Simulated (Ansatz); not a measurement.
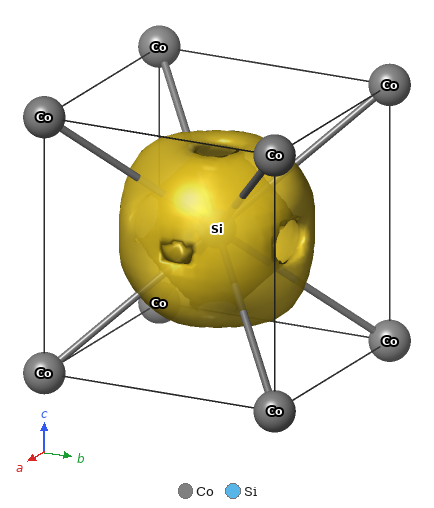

The picture shows: CoSi. Isosurface of the ELF at 0.55 (yellow), seen at an oblique angle. Core shells and regions of very low density are left out. Sticks mark near contacts.

Space group Pmmm; a structure from a database of computed crystals, not necessarily the ambient phase; changed on purpose from its base cell (strain -0.0400 x Voigt [1, -1, 0, 0, 0, 0], atoms carried along); spin-polarised.

Theory: DFT PBEsol, scalar-relativistic, plane waves, PAW in Ansatz.

Core electrons are frozen (PAW), and the valence fields are smoothed inside the atomic spheres.

Input file:

```
crystal:
  lattice:
    - [2.641979947, 0.0, 0.0]
    - [0.0, 2.8621449426, 0.0]
    - [0.0, 0.0, 2.7520624448]
  atoms:
    - { symbol: Co, position: [0.0, 0.0, 0.0], spin: 0.51 }
    - { symbol: Si, position: [0.5, 0.5, 0.5] }
basis:
  ecutwfc: 420
kpoints:
  mp_grid: { grid: [22, 22, 22] }
hamiltonian:
  xc: pbesol
scf:
  occupations: { method: gaussian, width: 0.15 }
output:
  forces: true
  stress: true
  eigenvalues: true
  populations: true
  write_density: true
  write_potential: true
  elf: true
  volumetric_format: npy
magnetization:
  spin_polarized: true
```

Run with:

```sh
ansatz run input.yaml --threads 1 --pin off --max-ram 2560MiB --backend cpu --events-out ev --progress --plain --runs-dir out
```

Below, planes, directions and counts refer to the conventional cell (a = 2.64 Å, b = 2.75 Å, c = 2.86 Å, α = 90.00°, β = 90.00°, γ = 90.00°).

Q: What do the ELF domains correspond to?

A: The ELF exceeds this value in one region wrapped around Si (its valence shell), counted in one cell of 2 atoms. Regions shared between cells count once.

Values along the shortest contacts:
Co–Si (2.38 Å): the ELF peaks at about 0.65 in the valence shell of Si, 0.9 Å from its nucleus, and is about 0.45 at the midpoint.

Q: Metal or insulator at this level of theory?

A: It is gapless in this calculation (a metal or semimetal).
